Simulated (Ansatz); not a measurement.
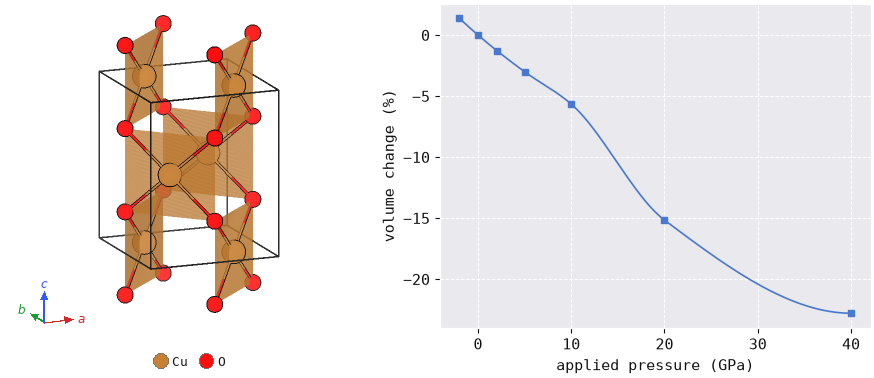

The figure shows the volume change against applied pressure for CuO, space group Cccm (No. 66). The conventional cell is drawn beside the plot.

Starting cell:
```cif
data_structure
_symmetry_space_group_name_H-M 'P 1'
_symmetry_Int_Tables_number 1
_cell_length_a 2.8941
_cell_length_b 2.8941
_cell_length_c 5.0923
_cell_angle_alpha 90.000
_cell_angle_beta 90.000
_cell_angle_gamma 90.221
_cell_volume 42.65
loop_
_atom_site_label
_atom_site_type_symbol
_atom_site_fract_x
_atom_site_fract_y
_atom_site_fract_z
_atom_site_occupancy
Cu1 Cu 0.00000 0.50000 0.00000 1
Cu2 Cu 0.50000 0.00000 0.50000 1
O1 O 0.50000 0.50000 0.25000 1
O2 O 0.50000 0.50000 0.75000 1
```

How it was computed, with Ansatz 0.2.0: volume, enthalpy and cell of a crystal along a series of hydrostatic pressures at zero temperature, keeping its symmetry; changes are against the given cell; the k mesh follows the cell and the gap; plane waves with PAW datasets, Γ-centred k mesh; energies extrapolated to zero smearing. Level: PBEsol, no spin polarisation.

- wave cutoff: 420 eV
- occupations: Gaussian
- k mesh at zero pressure: 14×14×8
- smearing width at zero pressure: 0.1 eV

From this curve and the settings, what does the calculation give for the change of a, change of c and enthalpy change at the same points?

The change of a falls from 0.64 % at applied pressure −2 GPa to −6.02 % at 40 GPa. The change of c goes from 0.07 % at applied pressure −2 GPa to 0.63 % at 40 GPa, not monotonically, with a low of −0.11 % at 5 GPa and a high of 0.97 % at 20 GPa. The enthalpy change rises from −0.13 eV/atom at applied pressure −2 GPa to 2.31 eV/atom at 40 GPa.

```csv
applied pressure (GPa),change of a (%),change of c (%),enthalpy change (eV/atom)
-2,0.64,0.07,-0.13
0,0.00,0.00,0.00
2,-0.61,-0.05,0.13
5,-1.46,-0.11,0.33
10,-2.84,-0.08,0.65
20,-4.10,0.97,1.23
40,-6.02,0.63,2.31
```

Note: no spin polarisation, a magnetic state may lie lower.
